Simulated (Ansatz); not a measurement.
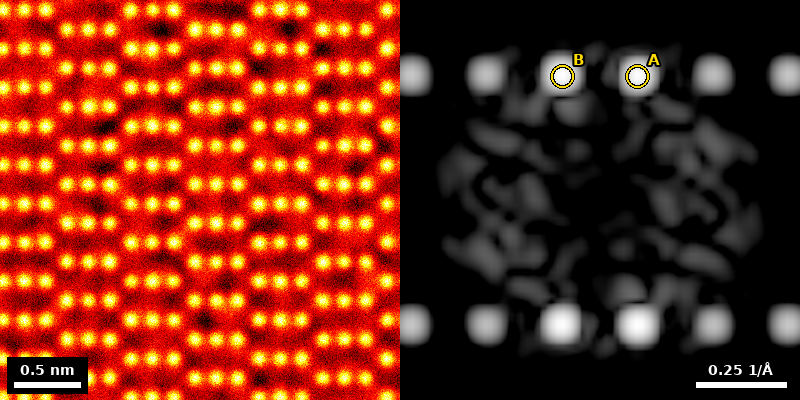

iDPC-like image of Tl (P6/mmm, No. 191) along [101]. Simulated as the projected potential of neutral atoms (B = 0.5 Å²) blurred by a 0.66 Å probe, the thin-sample limit of integrated differential phase contrast. The display is stretched by a gamma of 0.65; percentages refer to the linear signal. Shot noise and the speckle of an amorphous layer were added. Structure used: the input geometry of a calculation; the starting structure was generated, so it need not be a known form of this composition.

The right panel is the modulus of the image's Fourier transform on a logarithmic scale.

a = 5.543 Å, b = 5.543 Å, c = 3.412 Å, α = 90.00°, β = 90.00°, γ = 120.00°

Index the marked spots and give their plane spacings (the zone axis points at the viewer; indices equivalent by symmetry, or all signs reversed, are as good).

Answer. A: (1 -1 -1), d = 2.78 Å; B: (1 0 -1), d = 2.78 Å. A and B enclose 34°, and every spot obeys the zone law hu + kv + lw = 0 for [101].
